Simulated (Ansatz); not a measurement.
## How many bands does the GW gap of ZnSe (Stilleite) need?

Wanted: a G0W0 gap for ZnSe (Stilleite) that is converged in bands and cutoff, or an estimate of the limit.

Main program and level: Ansatz 0.2.0; G0W0 on PBE, plane waves, PAW.

## 1. The starting structure

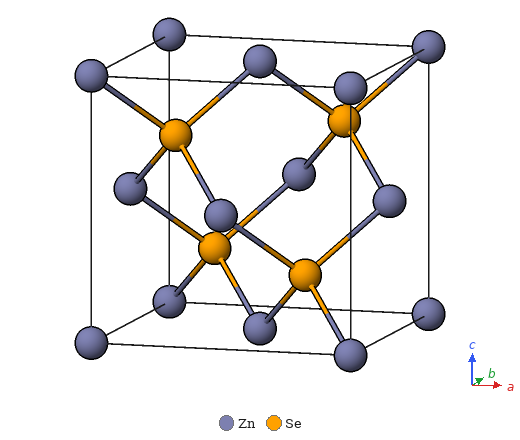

The starting structure, seen slightly off an axis (zinc blue, selenium orange). This picture shows the conventional cell, with its axes. Bonds to atoms that aren't drawn are left out. Some periodic images of atoms are drawn too.

The cell and positions come from the Crystallography Open Database and are kept as given unless a step says otherwise.

## 2. 189 empty bands, screening to 150 eV

G0W0 replaces the xc potential by the self-energy, built once from these orbitals. Only a window of levels is corrected, while the sums run over the empty bands that the input names. This step takes hard PAW files.

input.yaml

```yaml
crystal:
  lattice:
    - [0.0, 2.8338, 2.8338]
    - [2.8338, 0.0, 2.8338]
    - [2.8338, 2.8338, 0.0]
  atoms:
    - { symbol: Zn, position: [0.0, 0.0, 0.0] }
    - { symbol: Se, position: [0.25, 0.25, 0.25] }
kpoints:
  mp_grid: { grid: [8, 8, 8] }
hamiltonian:
  xc: pbe
  pseudopotentials: { kind: paw, source: ansatz }
scf:
  occupations: { method: fixed }
gw:
  n_empty_bands: 189
  ecut_chi: 150
  qp_bands: [v2, c2]
  qp_kpoints: band_edges
  screening: { model: contour_deformation }
```

On the command line:

```
$ ansatz run input.yaml --threads 3 --pin off --max-ram 92160MiB --backend cuda --events-out ev --progress --plain --runs-dir out --devices 1 --max-vram 13GiB
```

Numbers of over 12 decimals in the logs are rounded to 6 here.

The log of the run:

```text
GPUs: using 1 of 1 available (devices: 1).
Engine: ansatz 0.2.0, x86_64-unknown-linux-gnu
Pseudopotentials: kind: paw
Pseudopotential: Zn, paw, valence charge 20, recommended cutoff 660 eV (normal), Zn.paw.azcp
Pseudopotential: Se, paw, valence charge 16, recommended cutoff 580 eV (normal), Se.paw.azcp
Functional definition: PBE
  parameter kappa = 0.804
  parameter beta = 0.066725
  exchange = pbe_x(kappa = kappa, mu = beta*pi^2/3)
  correlation = pbe_c(beta = beta)
device memory: the entry about to start is reckoned to put 0.9 GiB on a device that reports 56.1 GiB free (of which the cap on the GPU budget leaves the run 13.0 GiB)
GPU FFT provider: cuFFT
GPU libraries: cuBLAS 13.8.2, cuFFT 12.4.0, cuSOLVER 12.3.4
Crystal: 2 atoms, lattice volume = 45.513 Å³
Basis set: ecut = 660 eV, 1807 PW (Γ)
Bands: 22, of which v1, the nominal top of the filled ones, is band 18 counted from 1 (17 counted from 0)
Symmetry: 24 space group operations
Space group: F-43m (ITA 216), of the structure as read, at distance tolerance 3.6e-5 Å
k-points: 29 of 512 (time reversal used)
Non-local potential: Zn, projectors of the file, l = 0: 3, l = 1: 3, l = 2: 3, l = 3: 1
Non-local potential: Se, projectors of the file, l = 0: 2, l = 1: 2, l = 2: 3, l = 3: 1
PAW form: soft (Blöchl's): semilocal exchange-correlation on the pseudo side does not see the compensation charge
PAW one-centre angular grid: Zn, 590 points (default); XC on 64 Gauss nodes
PAW one-centre angular grid: Se, 590 points (default); XC on 64 Gauss nodes
Initial density: superposition of atomic densities (chi_scale 0.1, normalization cell, long waves kept (reshape's long-wave potential 0.00 eV rms))
Initial wavefunctions: pseudopotential atomic-orbital guess
GPU buffer pool allocated for 46656 grid points (all kernels)
GPU transforms: local potential and band sums: pruned to the plane-wave sphere, on 36×36×36
Functional: x = pbe(κ = 0.804, μ = 0.219515), c = pbe(β = 0.066725)
SCF iter   1: F=—  HF=-12954.797319 eV  |F-HF|=—  |Δ(HF+E_count)|=         —  Δρ=9.96e-2  dr2=3.20e0  ethr=3.10e-3  ⟨swp⟩=5.0  Hψ=2383  notcnv=0  defer=49
preconditioner: auto → none  [insulator: Δε(μ)=0.988 eV  Ē_g=13.523 eV  n_scr=14 (ndim 8)  ℏωp=23.4 eV  f_vac=0.131  ε∞_Penn≈4.0]
SCF iter   2: F=—  HF=-12954.119267 eV  |F-HF|=—  |Δ(HF+E_count)|=   6.78e-1  Δρ=6.79e-2  dr2=1.08e0  ethr=3.10e-3  ⟨swp⟩=3.0  Hψ=1577  notcnv=0  defer=49
SCF iter   3: F=—  HF=-12953.702355 eV  |F-HF|=—  |Δ(HF+E_count)|=   4.17e-1  Δρ=1.63e-2  dr2=7.13e-2  ethr=3.00e-3  ⟨swp⟩=2.0  Hψ=1451  notcnv=0  defer=27
SCF iter   4: F=—  HF=-12953.681777 eV  |F-HF|=—  |Δ(HF+E_count)|=   2.06e-2  Δρ=4.86e-3  dr2=5.71e-3  ethr=1.98e-4  ⟨swp⟩=2.0  Hψ=1165  notcnv=0  defer=53
SCF iter   5: F=—  HF=-12953.680265 eV  |F-HF|=—  |Δ(HF+E_count)|=   1.51e-3  Δρ=1.48e-3  dr2=6.84e-4  ethr=1.59e-5  ⟨swp⟩=2.0  Hψ=1195  notcnv=0  defer=53
SCF iter   6: F=—  HF=-12953.680238 eV  |F-HF|=—  |Δ(HF+E_count)|=   2.73e-5  Δρ=3.87e-4  dr2=4.39e-5  ethr=1.90e-6  ⟨swp⟩=2.0  Hψ=934  notcnv=0  defer=53
SCF iter   7: F=—  HF=-12953.680225 eV  |F-HF|=—  |Δ(HF+E_count)|=   1.27e-5  Δρ=1.20e-4  dr2=3.99e-6  ethr=1.22e-7  ⟨swp⟩=2.9  Hψ=1283  notcnv=0  defer=1
SCF iter   8: F=-12953.680224 eV  HF=-12953.680224 eV  |F-HF|=4.09e-9  |Δ(HF+E_count)|=   1.18e-6  Δρ=3.27e-6  dr2=3.14e-9  ethr=2.78e-10  ⟨swp⟩=4.6  Hψ=2665  notcnv=0
SCF 1 converged in 8 iterations: F = -12953.680224 eV  dr2 = 3.14e-9
  greatest PAW one-centre occupation: 0.999 electrons in one spin orbital (limit 2), on the Zn atom at site 0 (counted from 0), in its partial waves of l = 0
device memory: the entry about to start is reckoned to put 1.0 GiB (of the 1.1 GiB reckoned in all, the device holds 0.1 GiB already) on a device that reports 54.0 GiB free (of which the cap on the GPU budget leaves the run 12.9 GiB)
NSCF: frozen V_eff on 29 k-points, pencils in batches of 32, up to order 88
the band table was solved once the SCF had ended and its energy, with any forces and stress, was formed, with the checks that follow a solve (2897 applications of the Hamiltonian). They found nothing against the state; the energy, forces and stress were not computed again (output.eigenvalues in the input reference)
device memory: the entry about to start is reckoned to put 4.4 GiB on a device that reports 51.8 GiB free (of which the cap on the GPU budget leaves the run 13.0 GiB)
NSCF: frozen V_eff on 29 k-points
G₀W₀ screening: q 1/29
[... further progress lines ...]
SCF converged after 8 iterations
Free energy (F): -12953.680224 eV
Harris-Foulkes:  -12953.680224 eV  (|F-HF|=4.09e-9)
Internal energy: -12953.680224 eV  (E = F + TS)
E sigma→0 (E₀):  -12953.680224 eV
Fermi energy:    8.145973 eV
--- Per-component energies (eV) ---
  E_band       = -1004.573776
  E_kinetic    = 720.648853
  E_local      = -9741.335811  (includes V_loc(G=0)·N_el)
  E_nonlocal   = 297.114975
  E_hartree    = 3827.538425
  E_xc         = -302.766152
  E_vxc        = -297.578745  (∫ρ·V_xc dr)
  E_paw        = -3282.102333  (= ΣΔE_a)
  E_vpaw       = 361.498690  (= ΣTr[D̂ρ^β])
  E_aug_tail   = -0.000041  (compensation charges beyond the density's cutoff)
  E_ewald      = -4472.778139
  E_smearing   = -0.000000  (= −TS)
  E_closure    = -0.000000  (closes the sum)
  Σ components = -12953.680224   (vs F -12953.680224, Δ=0.00e0)
--- Band table (eV; the first three rows and the last of 29) ---
  k-point 0: bands = [... 14 lower, 1.9778, 8.1460, 8.1460, 8.1460, 9.4361, 13.9578, 13.9578, 13.9578]
  k-point 1: bands = [... 14 lower, 1.9765, 6.8304, 7.9943, 7.9943, 10.4214, 13.8975, 14.2115, 14.2115]
  k-point 2: bands = [... 14 lower, 1.9780, 5.1033, 7.6699, 7.6699, 10.8961, 14.5895, 14.5895, 14.7124]
  k-point 28: bands = [... 14 lower, 2.2781, 3.4651, 5.3869, 5.4867, 13.6284, 13.7012, 15.1177, 15.8594]
--- G₀W₀: contour deformation, 7 samples at zero and on the imaginary axis and 3 off it, 512 q-points, 189 empty bands' worth ---
  eigenvalues of the whole cell's RPA ε∞ on this k-mesh (on a slab, of 1 + 4πα/V) = 7.3782, 7.3782, 7.3782; static W/v taken at q = 0 is 0.135534
  bands read: the sum over 207 bands ends inside a degenerate multiplet in 2 slots, whose members it reads at an even weight; the widest, k=3: bands 207 to 208 (counted from 1) at 1/2 each
  gw.qp_kpoints: band_edges: 14 of 29 stored k-points solved, in 1 pass; an edge of the gap read off the rows below is read off those points alone
    valence top: of the k-points left out ik 10 came nearest to being solved in a further pass, in band 18 (counted from 1, as in the quasiparticle table): it holds the edge there only if its correction is more favourable than any solved in that band by at least 0.527 eV; those differ by 0.101 eV
    conduction bottom: of the k-points left out ik 18 came nearest to being solved in a further pass, in band 19 (counted from 1, as in the quasiparticle table): it holds the edge there only if its correction is more favourable than any solved in that band by at least 1.787 eV; those differ by 0.335 eV
    ik  band        ε_KS         Σx   Σc(E_QP)       V_xc       Z   E_QP_lin       E_QP  E_QP is
     0    17      8.1460   -21.7510     2.0270   -18.8897  0.7699     7.2970     7.3117  root
     0    18      8.1460   -21.7510     2.0270   -18.8897  0.7699     7.2970     7.3117  root
     0    19      9.4361    -9.9031    -3.6550   -13.7977  0.7997     9.6764     9.6757  root
     0    20     13.9578    -6.9956    -4.4104   -11.6586  0.7787    14.2117    14.2104  root
     1    17      7.9943   -21.4804     2.0578   -18.5782  0.7689     7.1344     7.1498  root
     1    18      7.9943   -21.4804     2.0578   -18.5782  0.7689     7.1344     7.1498  root
     1    19     10.4214   -10.6056    -3.5967   -14.4079  0.7923    10.6276    10.6270  root
     1    20     13.8975    -7.3839    -4.3705   -11.9728  0.7789    14.1169    14.1158  root
     2    17      7.6699   -20.9542     2.1278   -17.9609  0.7666     6.7873     6.8045  root
     2    18      7.6699   -20.9542     2.1278   -17.9609  0.7666     6.7873     6.8045  root
     2    19     10.8961    -9.1591    -3.9564   -13.3868  0.7927    11.1685    11.1674  root
     2    20     14.5895    -7.2166    -4.5557   -12.0273  0.7698    14.8459    14.8444  root
     3    17      7.3873   -20.5020     2.1821   -17.4377  0.7645     6.4865     6.5051  root
     3    18      7.3873   -20.5020     2.1821   -17.4377  0.7645     6.4865     6.5051  root
     3    19     10.7766    -8.9184    -3.9256   -13.1115  0.7948    11.0451    11.0441  root
     3    20     14.6049    -7.1924    -4.4630   -11.8827  0.7719    14.8333    14.8322  root
     4    17      7.2792   -20.3205     2.1999   -17.2325  0.7637     6.3719     6.3911  root
     4    18      7.2792   -20.3205     2.1999   -17.2325  0.7637     6.3719     6.3911  root
     4    19     10.6924    -8.9709    -3.8910   -13.1250  0.7955    10.9565    10.9555  root
     4    20     14.5367    -7.1867    -4.4039   -11.8056  0.7738    14.7527    14.7517  root
     5    17      7.7225   -21.0489     2.1147   -18.0745  0.7671     6.8460     6.8628  root
     5    18      7.7225   -21.0489     2.1147   -18.0745  0.7671     6.8460     6.8628  root
     5    19     10.8646   -11.1997    -3.6124   -15.0192  0.7879    11.0723    11.0717  root
     5    20     13.2120    -6.7624    -4.2440   -11.2074  0.7870    13.4138    13.4130  root
[...]
23    17      5.7406   -19.5074     2.7057   -15.8730  0.7452     4.7826     4.8120  root
    23    18      6.6841   -19.5130     2.3374   -16.2612  0.7583     5.7468     5.7697  root
    23    19     12.3777    -9.5590    -4.2626   -14.1479  0.7795    12.7060    12.7040  root
    23    20     13.6979    -6.8507    -4.1257   -11.0572  0.7831    13.7788    13.7787  root
    28    17      5.3869   -20.4351     3.1400   -16.3074  0.7378     4.3620     4.3993  root
    28    18      5.4867   -16.7701     2.4287   -13.4175  0.7436     4.5326     4.5628  root
    28    19     13.6284    -8.0722    -3.9940   -12.1185  0.7791    13.6808    13.6808  root
    28    20     13.7012   -10.0850    -4.8359   -15.3698  0.7556    14.1559    14.1501  root
```

The job ended after 45 s (1 × NVIDIA H100 80GB HBM3 (shared by 6 runs) with 3 threads of AMD EPYC 7R13 (Zen 3), shared host; peak memory 1.5 GiB).

This step gave:

| Item | Value |
| --- | --- |
| bands summed | 207 |
| RPA ε∞ on this mesh (eigenvalues) | 7.378, 7.378, 7.378 |
| plane waves in the screening matrix | 181 |
| q-points in the mesh | 512 |
| G0W0 gap on the mesh | 2.364 eV |
| k of the valence top | 0, 0, 0 |
| k of the conduction bottom | 0, 0, 0 |
| starting gap on the mesh | 1.290 eV |
| Z at the valence top | 0.7699 |
| Z at the conduction bottom | 0.7997 |
| least direct G0W0 gap on the computed points | 2.364 eV |

The gap on the mesh goes from 1.29 eV to 2.36 eV, a correction of +1.07 eV. Between the two edge states, bare exchange in place of the xc potential would open the gap by 6.76 eV, and correlation takes back 5.68 eV.

## 3. 408 empty bands, screening to 250 eV

Bands and screening cutoff are moved together, since each hides the error of the other.

input.yaml: that of step 2 with these lines changed.

```diff
@@ -16,4 +16,4 @@
 gw:
-  n_empty_bands: 189
-  ecut_chi: 150
+  n_empty_bands: 408
+  ecut_chi: 250
   qp_bands: [v2, c2]
```

The log of the run:

```text
GPUs: using 1 of 1 available (devices: 1).
[...]
GPU FFT provider: cuFFT
GPU libraries: cuBLAS 13.8.2, cuFFT 12.4.0, cuSOLVER 12.3.4
Crystal: 2 atoms, lattice volume = 45.513 Å³
Basis set: ecut = 660 eV, 1807 PW (Γ)
Bands: 22, of which v1, the nominal top of the filled ones, is band 18 counted from 1 (17 counted from 0)
Symmetry: 24 space group operations
[...]
k-points: 29 of 512 (time reversal used)
[...]
GPU buffer pool allocated for 46656 grid points (all kernels)
[...]
SCF iter   1: F=—  HF=-12954.797319 eV  |F-HF|=—  |Δ(HF+E_count)|=         —  Δρ=9.96e-2  dr2=3.20e0  ethr=3.10e-3  ⟨swp⟩=5.0  Hψ=2383  notcnv=0  defer=49
[...]
SCF iter   8: F=-12953.680224 eV  HF=-12953.680224 eV  |F-HF|=4.09e-9  |Δ(HF+E_count)|=   1.18e-6  Δρ=3.27e-6  dr2=3.14e-9  ethr=2.78e-10  ⟨swp⟩=4.6  Hψ=2665  notcnv=0
SCF 1 converged in 8 iterations: F = -12953.680224 eV  dr2 = 3.14e-9
[...]
NSCF: frozen V_eff on 29 k-points, pencils in batches of 32, up to order 88
[...]
NSCF: frozen V_eff on 29 k-points
G₀W₀ screening: q 1/29
[... further progress lines ...]
SCF converged after 8 iterations
Free energy (F): -12953.680224 eV
[...]
Internal energy: -12953.680224 eV  (E = F + TS)
E sigma→0 (E₀):  -12953.680224 eV
Fermi energy:    8.145973 eV
[...]
--- Band table (eV; the first three rows and the last of 29) ---
  k-point 0: bands = [... 14 lower, 1.9778, 8.1460, 8.1460, 8.1460, 9.4361, 13.9578, 13.9578, 13.9578]
  k-point 1: bands = [... 14 lower, 1.9765, 6.8304, 7.9943, 7.9943, 10.4214, 13.8975, 14.2115, 14.2115]
  k-point 2: bands = [... 14 lower, 1.9780, 5.1033, 7.6699, 7.6699, 10.8961, 14.5895, 14.5895, 14.7124]
  k-point 28: bands = [... 14 lower, 2.2781, 3.4651, 5.3869, 5.4867, 13.6284, 13.7012, 15.1177, 15.8594]
[...]
0    17      8.1460   -21.7510     1.8971   -18.8897  0.7697     7.1588     7.1818  root
     0    18      8.1460   -21.7510     1.8971   -18.8897  0.7697     7.1588     7.1818  root
     0    19      9.4361    -9.9031    -3.8040   -13.7977  0.7998     9.5268     9.5267  root
     0    20     13.9578    -6.9956    -4.4671   -11.6586  0.7790    14.1545    14.1537  root
     1    17      7.9943   -21.4804     1.9310   -18.5782  0.7688     6.9990     7.0230  root
     1    18      7.9943   -21.4804     1.9310   -18.5782  0.7688     6.9990     7.0230  root
     1    19     10.4214   -10.6056    -3.7434   -14.4079  0.7924    10.4803    10.4803  root
     1    20     13.8975    -7.3839    -4.4412   -11.9728  0.7784    14.0455    14.0451  root
[...]
28    17      5.3869   -20.4351     3.0606   -16.3074  0.7377     4.2711     4.3199  root
    28    18      5.4867   -16.7701     2.3424   -13.4175  0.7436     4.4364     4.4766  root
    28    19     13.6284    -8.0722    -4.0633   -12.1185  0.7790    13.6115    13.6115  root
    28    20     13.7012   -10.0850    -4.9701   -15.3698  0.7557    14.0187    14.0160  root
```

It took 2.2 min on 1 × NVIDIA H100 80GB HBM3 (shared by 6 runs) with 3 threads; peak memory 2.7 GiB; 4 min of CPU time.

Numbers from this step:

```yaml
bands_summed: 426
rpa_eps_infinity_on_this_mesh_eigenvalues: 7.378, 7.378, 7.378
plane_waves_in_the_screening_matrix: 411
q_points_in_the_mesh: 512
g0w0_gap_on_the_mesh: 2.345 eV
k_of_the_valence_top: 0, 0, 0
k_of_the_conduction_bottom: 0, 0, 0
starting_gap_on_the_mesh: 1.290 eV
z_at_the_valence_top: 0.7697
z_at_the_conduction_bottom: 0.7998
least_direct_g0w0_gap_on_the_computed_points: 2.345 eV
```

Against the run with 8×8×8 mesh, 189 empty bands, screening to 150 eV, hard PAW files, the gap moves by −0.019 eV.

(Part 1 of 2 ends here.)

[Paths, hosts, dates, memory and timing lines, banners, echoed tables and standing remarks are left out of the program output.]

[Logs are printed without paths, hosts, clocks, repeated set-up lines and the standing remarks that a program may print on its own settings, such as how far it seeks lower states.]

[Runs of the session that timed out or met a known fault of the program may be left out.]

[Cells called generated may have been cut or substituted from an entry of the Crystallography Open Database or the Materials Project.]

[Hosts, paths, dates, database ids (printed as entryN), source tags and the programs' standing remarks are cut or masked in the printed files.]
